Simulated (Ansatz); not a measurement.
## Run report: WS2, geometry relaxation (part 2 of 2)

WS2 (slab, 3 atoms in the cell); DFT PBE+D3(BJ), scalar-relativistic, plane waves, PAW, no spin polarisation (Ansatz 0.2.0); cutoff 420 eV, 12×12×1 k-mesh, Gaussian smearing of 0.02 eV. The structure derives from an entry of the Crystallography Open Database.

Geometry of the input (Å; fractional positions):
```
3.1538  0.0000  0.0000
-1.5769  2.7313  0.0000
0.0000  0.0000  32.2996
S  0.3333  0.6667  0.4512
W  0.6667  0.3333  0.5000
S  0.3333  0.6667  0.5488
```

```
basis re-selected at this cell: Δ(F+E_penalty+E_count) = -3.392e-5 eV, ΔP = +0.000 N/m vs the last step (what re-selecting the basis moved, of the pressure what is left beyond the Pulay correction that the steps carried, after the strain that the cell walked since its last selection, with what the two solves' SCF thresholds leave and, on support functions, any second-order correction that the steps lacked; it is no measure of the basis error at this ecutwfc). This SCF's stress stands 1.05e-4 N/m from its target on what of the cell is left free (relax.cell.stress_2d_tol is 2.00e-2 N/m) and its largest allowed force component is 5.97e-4 eV/Å (relax.f_tol is 5.00e-3 eV/Å): within both
WARN: The output density's exchange-correlation potential varies sharply where the density is thin. Do not read a vacuum level from v_tot or v_xc, or from such a field of the output density. On a cell that repeats whose density bears no net charge and no dipole along the vacuum's axis use v_es (v_loc + v_h of the components); under efield.dipole_correction with no amplitude use v_es + v_field, which holds any external_charges[].barrier, or the levels of the report's work_function block, which leave it out; under a non-zero efield.amplitude the vacuum is tilted and has no level; on a cell that repeats and bears such a dipole with no correction it is tilted too, and efield.dipole_correction with no amplitude gives each side of its ramp a level where efield: is served; in a cell that repeats whose density bears a net charge (total_charge, or a fill off its count) it is curved and has none; of a slab under crystal.periodic whose density bears no net charge use v_es, which has a level on each side, short of where the two are joined; of another it falls or rises all the way out and has none; of a slab beside external_charges read slab_vacuum_level instead, which it has where they leave it neutral. The grid or the basis barely resolves most such structure, and the values can differ between equally converged runs; as a rule a tighter scf.convergence.dr2_threshold does not remove it. Where the density itself ripples (under the LDA too) a higher basis.ecutwfc lessens it. The files hold the spikes' plane waves up to the density's cutoff. Files: v_tot_of_output_density and the like, and their columns of v_z.tsv (output.write_potential); v_xc_of_output_density and the like, and their columns of v_comp_z.tsv (output.write_potential_components). Measured: with its Gaussian average of σ = 0.25 Å subtracted twice, the exchange-correlation potential is over 0.1 eV at 4 of the grid points where the equally averaged density (valence and model cores) is under 1e-3 e/Å³, and 0.156 eV at the most among them, at an averaged density of 5.9e-10 e/Å³. See output.write_potential in the manual, Limitations
SCF converged after 6 iterations
Free energy (F): -12192.358475 eV
Harris-Foulkes:  -12192.358475 eV  (|F-HF|=9.68e-10)
Internal energy: -12192.358475 eV  (E = F + TS)
E sigma→0 (E₀):  -12192.358475 eV
Fermi energy:    -4.726301 eV
--- Per-component energies (eV) ---
  E_band       = -622.083809
  E_kinetic    = 666.302225
  E_local      = -48537.959144  (includes V_loc(G=0)·N_el)
  E_nonlocal   = 57.290637
  E_hartree    = 23871.167116
  E_xc         = -462.121347
  E_vxc        = -414.959960  (∫ρ·V_xc dr)
  E_paw        = -9763.127909  (= ΣΔE_a)
  E_vpaw       = -135.091700  (= ΣTr[D̂ρ^β])
  E_aug_tail   = -0.000062  (compensation charges beyond the density's cutoff)
  E_ewald      = 21977.019636
  E_disp       = -0.929627  (pairwise vdW)
  E_smearing   = -0.000000  (= −TS)
  E_closure    = -0.000000  (closes the sum)
  Σ components = -12192.358475   (vs F -12192.358475, Δ=0.00e0)
--- Forces (eV/Å), atoms counted from 1 ---
  atom   1  S      0.00000000     0.00000000     0.00059681
  atom   2  W      0.00000000    -0.00000000     0.00000000
  atom   3  S     -0.00000000     0.00000000    -0.00059681
  max |Σ_I F_I| component: 2.34e-17 eV/Å
--- 2D stress c σ (N/m, compression-positive) ---
        0.000105       0.000000       0.000000
        0.000000       0.000105      -0.000000
        0.000000      -0.000000       0.000000
  P = ½ c Tr σ = 0.0001 N/m
--- Band table (eV; the first three rows and the last of 19) ---
  k-point 0: bands = ["-79.6163", "-43.9111", "-43.7333", "-43.7333", "-20.5164", "-18.8831", "-12.1070", "-8.5008", "-8.5008", "-7.8800", "-7.2531", "-7.2531", "-5.8192", "-2.7468", "-2.7468", "-2.6150", "-2.6150"]
  k-point 1: bands = ["-79.6151", "-43.9066", "-43.7579", "-43.7390", "-20.3990", "-18.8392", "-11.9660", "-8.8049", "-8.3854", "-8.2501", "-7.4379", "-7.0917", "-5.8683", "-2.9121", "-2.8493", "-2.7191", "-2.5305"]
  k-point 2: bands = ["-79.6117", "-43.8944", "-43.8248", "-43.7546", "-20.0643", "-18.7144", "-11.5866", "-9.5080", "-8.8917", "-8.0678", "-7.8679", "-7.1090", "-6.1103", "-3.3440", "-2.9423", "-2.8380", "-2.0374"]
  k-point 18: bands = ["-79.5953", "-44.0008", "-43.9660", "-43.8359", "-17.9975", "-17.9265", "-11.5107", "-11.0866", "-10.2139", "-9.5818", "-8.9743", "-8.1157", "-5.6864", "-3.7662", "-2.3939", "-1.6157", "-0.0476"]
--- Relaxed structure (3 steps of the walk, 3 accepted, 1 SCFs on fresh bases) ---
  F+E_penalty+E_count = -12192.35847513 eV   max|allowed force component| = 5.968e-4 eV/Å   (the final SCF, on the basis selected at the relaxed cell)
  cell:  # Å, volume = 279.2111 Å³
    - [3.1593823597145123, 2.8918618720280277e-11, -5.102076700567178e-84]
    - [-1.5796911798823006, 2.7361053837667333, 1.0198484604738318e-83]
    - [-5.22530902924096e-83, 9.043796859257251e-83, 32.2996392941]
  atoms:
    - { symbol: S, position: [0.3333333333333333, 0.6666666666666666, 0.4512038790396569] }
    - { symbol: W, position: [0.6666666666666665, 0.3333333333333333, 0.5] }
    - { symbol: S, position: [0.3333333333333333, 0.6666666666666666, 0.548796120960343] }
```

### Trajectory as extended XYZ (Å, eV, eV/Å), 4 frames, from step=1 to step=4
```
3
Lattice="3.1538 0.0000 0.0000 -1.5769 2.7313 0.0000 0.0000 0.0000 32.2996" Properties=species:S:1:pos:R:3:forces:R:3 step=1 energy=-12192.35796
S     0.0000    1.8208   14.5749    0.0000   0.0000  -0.0633
W     1.5769    0.9104   16.1498    0.0000   0.0000   0.0000
S     0.0000    1.8208   17.7247    0.0000   0.0000   0.0633
3
Lattice="3.1605 0.0000 0.0000 -1.5803 2.7371 0.0000 0.0000 0.0000 32.2996" Properties=species:S:1:pos:R:3:forces:R:3 step=2 energy=-12192.35842
S     0.0000    1.8247   14.5736    0.0000   0.0000   0.0111
W     1.5803    0.9124   16.1498    0.0000   0.0000   0.0000
S     0.0000    1.8247   17.7260    0.0000   0.0000  -0.0111
3
Lattice="3.1594 0.0000 0.0000 -1.5797 2.7361 0.0000 0.0000 0.0000 32.2996" Properties=species:S:1:pos:R:3:forces:R:3 step=3 energy=-12192.35844
S     0.0000    1.8241   14.5737    0.0000   0.0000   0.0006
W     1.5797    0.9120   16.1498    0.0000   0.0000   0.0000
S     0.0000    1.8241   17.7259    0.0000   0.0000  -0.0006
3
Lattice="3.1594 0.0000 0.0000 -1.5797 2.7361 0.0000 0.0000 0.0000 32.2996" Properties=species:S:1:pos:R:3:forces:R:3 step=4 energy=-12192.35848
S     0.0000    1.8241   14.5737    0.0000   0.0000   0.0006
W     1.5797    0.9120   16.1498    0.0000   0.0000   0.0000
S     0.0000    1.8241   17.7259    0.0000   0.0000  -0.0006
```

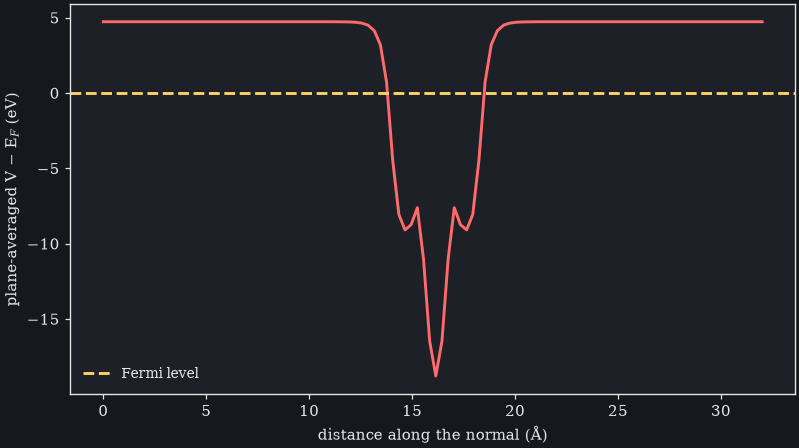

**Figure 1.** Plane average of the electrostatic potential energy of an electron across the cell, from the Fermi level. The vacuum level lies 4.73 eV above the Fermi level.

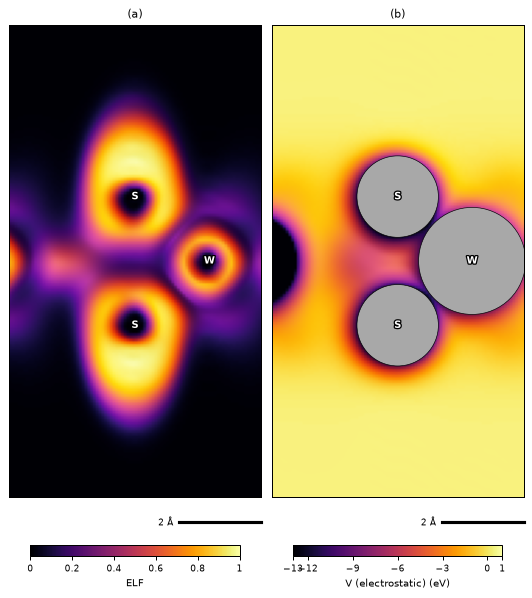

**Figure 2.** (a) electron localisation function; (b) electrostatic potential (local pseudopotential plus Hartree) felt by an electron on the (110) plane of the calculation cell, a cut from vacuum to vacuum. Grey discs, where drawn, cover atomic cores. Atoms in the plane: S and W. W–S (2.41 Å): the ELF is about 0.50 at the midpoint. The strong features right at W lie inside the PAW spheres (semicore, d or f shells) and say nothing about bonding. Core electrons are frozen (PAW), so the fields are smoothed inside the atomic spheres.

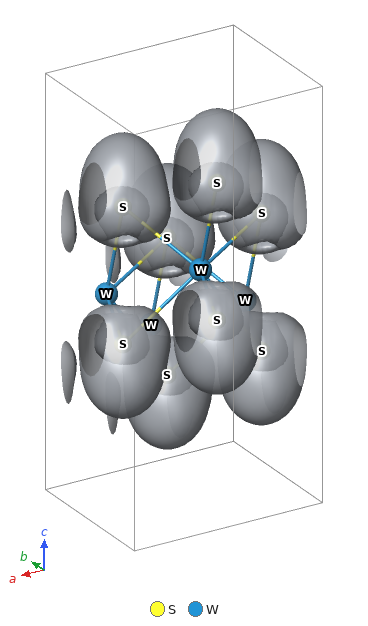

**Figure 3.** Isosurface of the electron localisation function at 0.75 (grey), seen at an oblique angle. Core shells and regions of very low density are left out. Sticks mark near contacts. Counts are for one cell; the picture repeats the cell along the surface. Along the contacts the grid gives the following. W–S (2.41 Å): the ELF is about 0.50 at the midpoint.

### Key numbers

- outcome: converged
- electrons treated: 26
- free energy: −12192.3585 eV
- work function, top face: 4.73 eV
- work function, bottom face: 4.73 eV
- Fermi energy: −4.726 eV
- gap on the k-point mesh: 1.92 eV
- final volume: 279.21 Å³
- work function (upper face): 4.73 eV
- largest force (length of the vector) at the end: 0.001 eV/Å
- hardware: 1 thread of Intel Xeon @ 2.90GHz (Ice Lake), 192 GiB of memory available, shared host
- wall time: 42 s
- peak memory: 0.53 GiB

### Notes

Warnings of the run: the exchange-correlation potential is rough where the density is thin. Spin–orbit coupling is left out, which matters for W.
